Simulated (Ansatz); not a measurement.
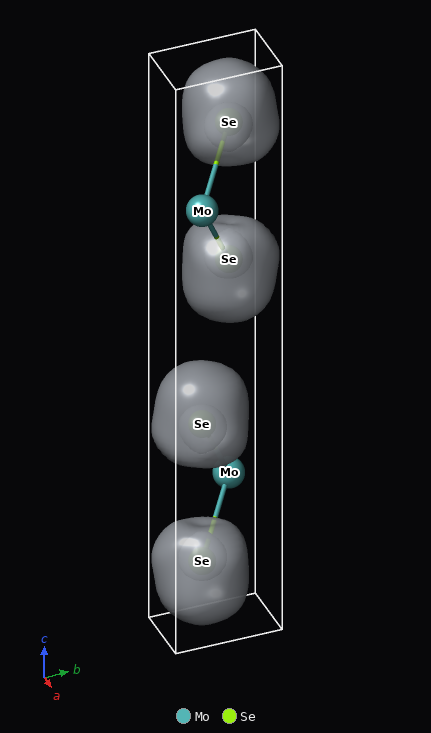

MoSe₂. Isosurface of the electron localisation function at 0.65 (grey), seen slightly off an axis. Core shells and regions of very low density are left out. Sticks mark near contacts.

Space group P6₃/mmc; changed on purpose from its base cell (volume × 1.10, shape and atoms relaxed); computed pressure about −2 GPa in this cell; computed without spin polarisation.

Level of theory: Ansatz, DFT PBE+D3(BJ), scalar-relativistic, plane waves, PAW.

What do the ELF domains correspond to?

Answer. The ELF exceeds this value in four regions wrapped around Se (the valence shell of each), counted in one cell of 6 atoms. Regions shared between cells count once. Profiles from the grid: Mo–Se (2.54 Å): the ELF is about 0.50 at the midpoint.

Does the calculation give a band gap?

Answer. It is gapped, with a Kohn–Sham gap of 1.1 eV on the k-point mesh (the band edges may lie off the mesh, which would make the gap smaller).
